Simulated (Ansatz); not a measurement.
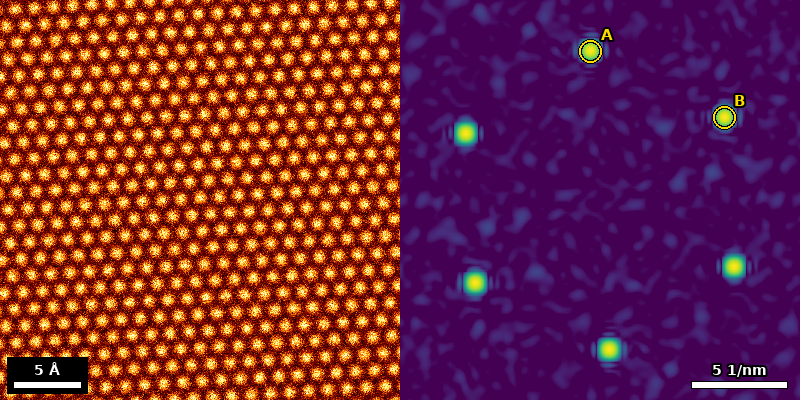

HAADF-like image of C (Fd-3m, No. 227) along [111]. The image is simulated as a sum over atoms of Z^1.8, blurred by a 0.93 Å probe (no channelling). The probe carries 15 % of its weight in a tail 2.5 times as wide. Shot noise was added. Atomic positions: the geometry relaxed with DFT, LDA (PW92), plane waves (420 eV) with PAW, scalar-relativistic in Ansatz; the starting structure was generated, so it need not be a known form of this composition.

The right panel is the modulus of the image's Fourier transform on a logarithmic scale.

a = 3.532 Å, b = 3.532 Å, c = 3.532 Å, α = 90.00°, β = 90.00°, γ = 90.00°

Question: Index the marked spots and give their plane spacings (the zone axis points at the viewer; indices equivalent by symmetry, or all signs reversed, are as good).

Answer: A: (2 0 -2), d = 1.25 Å; B: (2 -2 0), d = 1.25 Å. A and B enclose 60°, and every spot obeys the zone law hu + kv + lw = 0 for [111].
